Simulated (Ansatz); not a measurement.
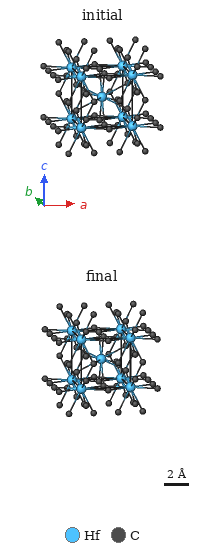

The structure of crystalline HfC₃ (built on the A15_223 type) (coarse preliminary run) before (top) and after (bottom) a relaxation, at one scale.

Style: ball-and-stick. Shown: the cell of the calculation, slightly off an axis.

Case: A15 type (Pm-3n, No. 223).

All numbers below come from Ansatz, DFT PBE, scalar-relativistic, plane waves, PAW.

Input file:
```yaml
crystal:
  lattice:
    - [4.4415814293, 0.0, 0.0]
    - [0.0, 4.4415814293, 0.0]
    - [0.0, 0.0, 4.4415814293]
  atoms:
    - { symbol: Hf, position: [0.0, 0.0, 0.0] }
    - { symbol: Hf, position: [0.5, 0.5, 0.5] }
    - { symbol: C, position: [0.0, 0.5, 0.25] }
    - { symbol: C, position: [0.0, 0.5, 0.75] }
    - { symbol: C, position: [0.25, 0.0, 0.5] }
    - { symbol: C, position: [0.75, 0.0, 0.5] }
    - { symbol: C, position: [0.5, 0.75, 0.0] }
    - { symbol: C, position: [0.5, 0.25, 0.0] }
basis:
  ecutwfc: 420
kpoints:
  mp_grid: { grid: [4, 4, 4] }
hamiltonian:
  xc: pbe
scf:
  occupations: { method: gaussian, width: 0.1 }
  lower_state_search: "off"
output:
  forces: true
  stress: true
  eigenvalues: true
relax:
  adjacent_minimum: "off"
  f_tol: 0.04
  max_steps: 70
  cell: { stress_tol: 0.4 }
```

Launched with:
```bash
ansatz run input.yaml --threads 1 --pin off --max-ram 2560MiB --backend cpu --events-out ev --progress --plain --runs-dir out
```

Describe what moved and what it gained.

Answer. The atoms keep their places relative to the cell (all moves are under 0.005 Å). The drawn cell changes as follows: a = b = c 4.442 → 4.276 Å (−3.7 %); the volume changes by −10.7 %. Some distances before and after: Hf1–C3 2.483 → 2.391 Å. The space group stays Pm-3n (No. 223). After 3 accepted moves (4 points after the start) the energy has fallen by 77.7 meV per atom. All forces vanish by symmetry, so only the cell relaxes. The pressure goes from −18.98 to −0.28 GPa. The SCF was repeated once at an unchanged geometry on a basis and grid sized afresh for the cell, which shifted the energy by 1.5 meV per atom at most.
